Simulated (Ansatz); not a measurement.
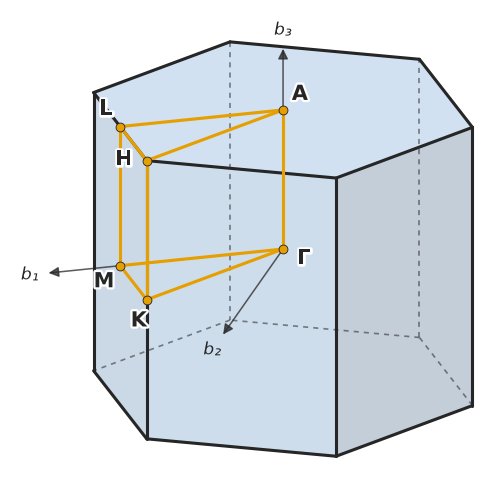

For TaN, the input geometry of an electronic-structure calculation (not necessarily at equilibrium); the starting structure was generated, so it need not be a known form of this composition: the figure shows the first Brillouin zone with its special points and a band path. All values are computed from the atomic coordinates in the standard setting (tolerance 0.002 Å).

Labels and path follow the convention of Hinuma et al. (2017), as computed by seekpath; the arrows show the directions of the reciprocal primitive vectors b₁, b₂, b₃.

Name the Bravais lattice of the crystal.

Answer. A primitive hexagonal lattice (hP; extended symbol hP2). The zone is a hexagonal prism in its combinatorial type: 8 faces (6 with 4 edges, 2 with 6 edges), 18 edges, 12 vertices.

In which order does the conventional band path visit the special points?

Answer. Γ–M–K–Γ–A–L–H–A | L–M | H–K
